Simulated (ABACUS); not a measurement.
# Li: geometry relaxation (part 1 of 2)

The run: geometry relaxation of Li (Im-3m, 1 atom in the cell). Method and program: Kohn-Sham DFT of a periodic cell, PBE, SPMS ONCV 1.0 PBE, no spin polarisation (ABACUS 3.10.1).

The structure derives from an entry of the Crystallography Open Database.

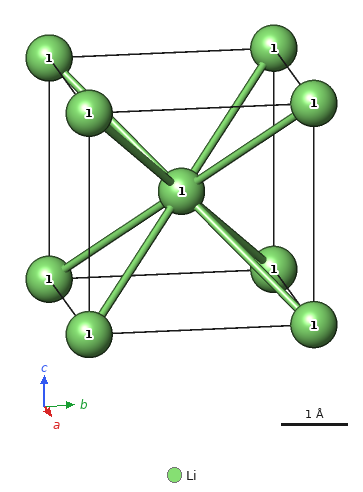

Figure 1. The input geometry (ball-and-stick view of the cell 2 times as large as that of the calculation, set on its symmetry axes, seen slightly off an axis; atoms are numbered from 1 in the order of the input).

## Input file
```python
"""Relaxation by an ASE optimiser with ABACUS as a small file-based calculator."""
import re
import subprocess
import numpy as np
from ase.calculators.calculator import Calculator, all_changes
from ase.filters import FrechetCellFilter
from ase.io import read
from ase.optimize import BFGS
from ase.stress import full_3x3_to_voigt_6_stress
from ase.units import Bohr, GPa

atoms = read("POSCAR")
atoms = atoms[(-atoms.numbers).argsort(kind="stable")]  # ABACUS lists atoms element by element
pseudo = {'Li': '03_Li_3_1.6_1.6_pbe_v1.0.upf'}
orbital = {'Li': 'Li_confined-atom_8au_4s2p1d.orb'}
magmoms = None
kmesh = [10, 10, 10]
params = {
    'suffix': 'Li',
    'calculation': 'scf',
    'basis_type': 'lcao',
    'pseudo_dir': './',
    'orbital_dir': './',
    'symmetry': 1,
    'dft_functional': 'pbe',
    'ecutwfc': 100,
    'pseudo_rcut': 10,
    'nspin': 1,
    'nbands': 6,
    'ks_solver': 'genelpa',
    'smearing_method': 'fd',
    'smearing_sigma': 0.00367493,
    'scf_thr': 1e-07,
    'scf_nmax': 100,
    'mixing_type': 'broyden',
    'mixing_beta': 0.7,
    'cal_force': 1,
    'cal_stress': 1,
    'out_mul': 1,
}


def write_input(atoms):
    symbols = atoms.get_chemical_symbols()
    elements = list(dict.fromkeys(symbols))
    lines = ["ATOMIC_SPECIES"] + [f"{e} {atoms.get_masses()[symbols.index(e)]:.4f} {pseudo[e]}" for e in elements]
    if orbital:
        lines += ["", "NUMERICAL_ORBITAL"] + [orbital[e] for e in elements]
    lines += ["", "LATTICE_CONSTANT", f"{1 / Bohr:.10f}", "", "LATTICE_VECTORS"]
    lines += [" ".join(f"{x:.10f}" for x in v) for v in atoms.cell]
    lines += ["", "ATOMIC_POSITIONS", "Direct"]
    for e in elements:
        lines += ["", e, "0.0", str(symbols.count(e))]
        for i, p in enumerate(atoms.get_scaled_positions(wrap=False)):
            if symbols[i] == e:
                mag = "" if magmoms is None else " mag " + " ".join(str(x) for x in (magmoms[i] if isinstance(magmoms[i], list) else [magmoms[i]]))
                lines.append(" ".join(f"{x:.10f}" for x in p) + " 1 1 1" + mag)
    open("STRU", "w").write("\n".join(lines) + "\n")
    open("KPT", "w").write("K_POINTS\n0\nGamma\n%d %d %d 0 0 0\n" % tuple(kmesh))
    open("INPUT", "w").write("INPUT_PARAMETERS\n" + "".join(f"{k:<20s}{v}\n" for k, v in params.items()))


class Abacus(Calculator):
    implemented_properties = ["energy", "free_energy", "forces", "stress"]

    def calculate(self, atoms=None, properties=("energy",), system_changes=all_changes):
        super().calculate(atoms, properties, system_changes)
        write_input(self.atoms)
        subprocess.run(['mpirun', '-np', '4', 'abacus'], check=True)
        log = open("OUT.Li/running_scf.log").read()
        if "charge density convergence is achieved" not in log:
            raise RuntimeError("SCF not converged")
        rows = lambda title, n: np.array([l.split()[-3:] for l in log.split(title)[-1].split("\n")[2:2 + n]], float)
        energy = float(re.findall(r"FINAL_ETOT_IS (\S+)", log)[-1])
        stress = -rows("TOTAL-STRESS", 3) / 10 * GPa  # ABACUS prints kbar, compression positive
        self.results = dict(energy=energy, free_energy=energy, forces=rows("TOTAL-FORCE", len(self.atoms)), stress=full_3x3_to_voigt_6_stress(stress))


atoms.calc = Abacus()
opt = BFGS(FrechetCellFilter(atoms), logfile="opt.log", trajectory="relax.traj")
print("optimiser converged:", opt.run(fmax=0.03, steps=60))
```

## File POSCAR
```
Li
1.0
   -1.7546500000      1.7546500000      1.7546500000
    1.7546500000     -1.7546500000      1.7546500000
    1.7546500000      1.7546500000     -1.7546500000
Li
1
Direct
    0.0000000000      0.0000000000      0.0000000000
```

## File INPUT
```
INPUT_PARAMETERS
suffix              Li
calculation         scf
basis_type          lcao
pseudo_dir          ./
orbital_dir         ./
symmetry            1
dft_functional      pbe
ecutwfc             100
pseudo_rcut         10
nspin               1
nbands              6
ks_solver           genelpa
smearing_method     fd
smearing_sigma      0.00367493
scf_thr             1e-07
scf_nmax            100
mixing_type         broyden
mixing_beta         0.7
cal_force           1
cal_stress          1
out_mul             1
```

## File STRU
```
ATOMIC_SPECIES
Li 6.9400 03_Li_3_1.6_1.6_pbe_v1.0.upf

NUMERICAL_ORBITAL
Li_confined-atom_8au_4s2p1d.orb

LATTICE_CONSTANT
1.8897261258

LATTICE_VECTORS
-1.7181998933 1.7181998933 1.7181998933
1.7181998933 -1.7181998933 1.7181998933
1.7181998933 1.7181998933 -1.7181998933

ATOMIC_POSITIONS
Direct

Li
0.0
1
-0.0000000000 0.0000000000 0.0000000000 1 1 1
```

## File KPT
```
K_POINTS
0
Gamma
10 10 10 0 0 0
```

Run on 4 threads of Intel Xeon (Granite Rapids), 16 GiB of memory available, shared host.

Launched with:
```bash
OMP_NUM_THREADS=1 python run_abacus.py > log
```

## Log
```
ABACUS v3.10.1

               Atomic-orbital Based Ab-initio Computation at UStc

 ------------------------------------------------------------------------------------

 READING GENERAL INFORMATION
                           global_out_dir = OUT.Li/
                           global_in_card = INPUT
                               pseudo_dir = ./
                              orbital_dir = ./
                                    DSIZE = 4
                                    GSIZE = 1

 READING UNITCELL INFORMATION
                                    ntype = 1
                  lattice constant (Bohr) = 1.88973
              lattice constant (Angstrom) = 1

 READING ATOM TYPE 1
                               atom label = Li
                      L=0, number of zeta = 4
                      L=1, number of zeta = 2
                      L=2, number of zeta = 1
             number of atom for this type = 1

                        TOTAL ATOM NUMBER = 1
DIRECT COORDINATES
    atom                   x                   y                   z     mag                  vx                  vy                  vz
taud_Li1            0.0000000000        0.0000000000        0.0000000000  0.0000        0.0000000000        0.0000000000        0.0000000000

                          Volume (Bohr^3) = 136.923
                             Volume (A^3) = 20.2899

 Lattice vectors: (Cartesian coordinate: in unit of a_0)
              -1.7182             +1.7182             +1.7182
              +1.7182             -1.7182             +1.7182
              +1.7182             +1.7182             -1.7182
 Reciprocal vectors: (Cartesian coordinate: in unit of 2 pi/a_0)
                   +0           +0.291002           +0.291002
            +0.291002                  +0           +0.291002
            +0.291002           +0.291002                  +0
 The esolver type has been set to : ksdft_lcao

                PAO radial cut off (Bohr) = 10

 Read in pseudopotential file is 03_Li_3_1.6_1.6_pbe_v1.0.upf
                     pseudopotential type = NC
          exchange-correlation functional = PBE
                 nonlocal core correction = 0
                        valence electrons = 3
                                     lmax = 1
                           number of zeta = 2
                     number of projectors = 4
                           L of projector = 0
                           L of projector = 0
                           L of projector = 1
                           L of projector = 1
     initial pseudo atomic orbital number = 2

 SETUP THE ELECTRONS NUMBER
            electron number of element Li = 3
      total electron number of element Li = 3
            AUTOSET number of electrons:  = 3
                           occupied bands = 2
                                   NLOCAL = 15
                                   NBANDS = 6
                                   NBANDS = 6
                                   NLOCAL = 15

%%%%%%%%%%%%%%%%%%%%%%%%%%%%%%%%%%%%%%%%%%%%%%%%%%%%%%%%%%%%%%%%%%%%%%%%%%%%%%%%%%%%%%%%%%%%%%%%%%%%%%%%%%
 Warning: the number of valence electrons in pseudopotential > 1 for Li: [He] 2s1
 Pseudopotentials with additional electrons can yield (more) accurate outcomes, but may be less efficient.
 If you're confident that your chosen pseudopotential is appropriate, you can safely ignore this warning.
%%%%%%%%%%%%%%%%%%%%%%%%%%%%%%%%%%%%%%%%%%%%%%%%%%%%%%%%%%%%%%%%%%%%%%%%%%%%%%%%%%%%%%%%%%%%%%%%%%%%%%%%%%

 SETUP THE PLANE WAVE BASIS
 energy cutoff for charge/potential (unit:Ry) = 400
            fft grid for charge/potential = [ 36, 36, 36 ]
                        fft grid division = [ 3, 3, 3 ]
        big fft grid for charge/potential = [ 12, 12, 12 ]
                                     nbxx = 432
                                     nrxx = 11664

 SETUP PLANE WAVES FOR CHARGE/POTENTIAL
                    number of plane waves = 18533
                         number of sticks = 941

 PARALLEL PW FOR CHARGE/POTENTIAL
     PROC   COLUMNS(POT)             PW
        1            235           4633
        2            236           4635
        3            235           4632
        4            235           4633
 --------------- sum -------------------
        4            941          18533
                            number of |g| = 195
                                  max |g| = 36.0747
                                  min |g| = 0

----------- Double Check Mixing Parameters Begin ------------
mixing_type: broyden
mixing_beta: 0.7
mixing_gg0: 1
mixing_gg0_min: 0.1
mixing_ndim: 8
----------- Double Check Mixing Parameters End ------------

 LATTICE VECTORS: (CARTESIAN COORDINATE: IN UNIT OF A0)
              -1.7182             +1.7182             +1.7182
              +1.7182             -1.7182             +1.7182
              +1.7182             +1.7182             -1.7182
                       right hand lattice = 1
                                   NORM_A = 2.97601
                                   NORM_B = 2.97601
                                   NORM_C = 2.97601
                           ALPHA (DEGREE) = 109.471
                           BETA  (DEGREE) = 109.471
                           GAMMA (DEGREE) = 109.471

 The lattice vectors have been changed (STRU_SIMPLE.cif)

(for optimal symmetric configuration:)
                             BRAVAIS TYPE = 2
                     BRAVAIS LATTICE NAME = 02. Cubic I (body-centered)
                                    ibrav = 2
                                    IBRAV = 2
                                  BRAVAIS = BODY CENTERED CUBIC
                       LATTICE CONSTANT A = 3.4364
Original cell was already a primitive cell.
                        ROTATION MATRICES = 48
              PURE POINT GROUP OPERATIONS = 48
                   SPACE GROUP OPERATIONS = 48
                              POINT GROUP = O_h
               POINT GROUP IN SPACE GROUP = O_h

 SETUP K-POINTS
                                    nspin = 1
                   Input type of k points = Monkhorst-Pack(Gamma)
                                   nkstot = 1000
                       right hand lattice = 1
(for reciprocal lattice: )
                             BRAVAIS TYPE = 3
                     BRAVAIS LATTICE NAME = 03. Cubic F (face-centered)
                                    ibrav = 3
                       right hand lattice = 1
(for k-lattice: )
                             BRAVAIS TYPE = 3
                     BRAVAIS LATTICE NAME = 03. Cubic F (face-centered)
                                    ibrav = 3
                       right hand lattice = 1
                        ROTATION MATRICES = 48
                               nkstot_ibz = 47
K-POINTS REDUCTION ACCORDING TO SYMMETRY
     IBZ    DIRECT_X    DIRECT_Y    DIRECT_Z  WEIGHT  ibz2bz
       1  0.00000000  0.00000000  0.00000000  0.0010       0
       2 -0.10000000  0.10000000  0.00000000  0.0120       1
       3 -0.20000000  0.20000000  0.00000000  0.0120       2
       4 -0.30000000  0.30000000  0.00000000  0.0120       3
       5 -0.40000000  0.40000000  0.00000000  0.0120       4
       6  0.50000000  0.50000000  0.00000000  0.0060       5
       7  0.10000000  0.10000000 -0.20000000  0.0240      11
       8 -0.10000000 -0.20000000  0.30000000  0.0480      12
       9 -0.40000000  0.30000000  0.10000000  0.0480      13
      10  0.50000000  0.40000000  0.10000000  0.0480      14
      11 -0.20000000 -0.20000000  0.40000000  0.0240      22
      12  0.50000000  0.30000000  0.20000000  0.0480      23
      13  0.40000000  0.40000000  0.20000000  0.0240      24
      14  0.40000000  0.30000000  0.30000000  0.0240      33
      15 -0.10000000 -0.10000000  0.30000000  0.0080     111
      16 -0.10000000 -0.20000000  0.40000000  0.0240     112
      17  0.50000000  0.30000000  0.10000000  0.0240     113
      18  0.40000000  0.40000000  0.10000000  0.0120     114
      19 -0.10000000  0.10000000  0.10000000  0.0060     119
      20  0.50000000  0.20000000  0.20000000  0.0240     122
      21  0.40000000  0.30000000  0.20000000  0.0480     123
      22 -0.20000000  0.20000000  0.10000000  0.0240     128
      23  0.30000000  0.30000000  0.30000000  0.0080     133
      24 -0.30000000  0.30000000  0.10000000  0.0240     137
      25 -0.30000000  0.20000000  0.20000000  0.0240     138
      26 -0.40000000  0.40000000  0.10000000  0.0240     146
      27 -0.40000000  0.30000000  0.20000000  0.0480     147
      28  0.50000000  0.50000000  0.10000000  0.0120     155
      29  0.50000000  0.40000000  0.20000000  0.0480     156
      30  0.50000000  0.30000000  0.30000000  0.0240     157
[... 17 further k points ...]

                               nkstot now = 47
[... K-POINTS DIRECT COORDINATES: 47 rows ...]

           k-point number in this process = 47
       minimum distributed K point number = 47
[... stars of the k points ...]

[... K-POINTS CARTESIAN COORDINATES: 47 rows ...]

[... K-POINTS DIRECT COORDINATES: 47 rows ...]

 SETUP PLANE WAVES FOR WAVE FUNCTIONS
     energy cutoff for wavefunc (unit:Ry) = 100
              fft grid for wave functions = [ 36, 36, 36 ]
                    number of plane waves = 3589
                         number of sticks = 321

 PARALLEL PW FOR WAVE FUNCTIONS
     PROC   COLUMNS(POT)             PW
        1             80            898
        2             80            897
        3             81            897
        4             80            897
 --------------- sum -------------------
        4            321           3589
```
